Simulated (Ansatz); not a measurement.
Input file:

```
crystal:
  lattice:
    - [5.643143, -0.92399, -1.4873]
    - [-1.012871, 4.281303, 0.584567]
    - [-1.613277, 0.632408, 4.078225]
  atoms:
    - { symbol: B, position: [0.4049108749, 0.714290912, 0.1120713718] }
    - { symbol: B, position: [0.7677329067, 0.4448524252, 0.2824260994] }
    - { symbol: B, position: [0.937297702, 0.3119664405, 0.9534376676] }
    - { symbol: B, position: [0.9371580562, 0.9432000691, 0.5843591228] }
    - { symbol: B, position: [0.4048107475, 0.2520988402, 0.6499187576] }
    - { symbol: "N", position: [0.7172812499, 0.3910203998, 0.93407453] }
    - { symbol: "N", position: [0.2528986155, 0.411208141, 0.2609525241] }
    - { symbol: "N", position: [0.8628837266, 0.2080875723, 0.6141013402] }
    - { symbol: "N", position: [0.717865392, 0.7429437281, 0.2860984259] }
    - { symbol: "N", position: [0.2528753303, 0.9509396292, 0.8008200394] }
basis:
  ecutwfc: 420
kpoints:
  mp_grid: { grid: [5, 6, 6] }
hamiltonian:
  xc: pbe
  dispersion: d3bj
scf:
  occupations: { method: gaussian, width: 0.02 }
  n_extra_bands: 8
output:
  forces: true
  stress: true
  eigenvalues: true
  populations: true
  dos:
    method: { smearing: { sigma: 0.1, scheme: gaussian } }
    projected: true
    de: 0.02
  write_density: true
  write_potential: true
  elf: true
  volumetric_format: npy
```

Run with:

```sh
ansatz run input.yaml --threads 2 --pin off --max-ram 4096MiB --backend cpu --events-out ev --progress --plain --runs-dir out
```

Method: Ansatz, DFT PBE+D3(BJ), scalar-relativistic, plane waves, PAW.

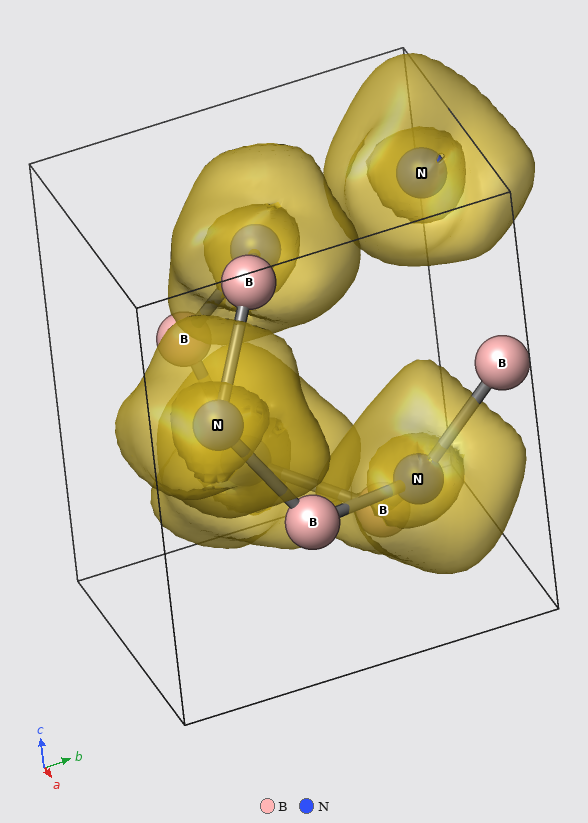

BN (amorphous cell). Isosurface of the electron localisation function at 0.7 (yellow), seen slightly off an axis. Only the valence region is drawn (cores and ρ < 0.01 e/Å³ removed). Sticks mark near contacts.

Core electrons are frozen (PAW), and the valence fields are smoothed inside the atomic spheres.

> Where are the electrons localised?

At this value the surface marks out five regions on N in which the atom's valence shell and bonds are merged, counted in one cell of 10 atoms. Regions shared between cells count once. Profiles from the grid: B–N (1.42 Å): the ELF peaks at about 0.90 between the atoms; a shared but strongly polarised pair. B–N (1.47 Å): the ELF peaks at about 0.95 between the atoms (a polar covalent bond).

> Does the calculation make it a metal, or give it a gap?

It is gapped, with a Kohn–Sham gap of 2.3 eV on the k-point mesh (the band edges may lie off the mesh, which would make the gap smaller).
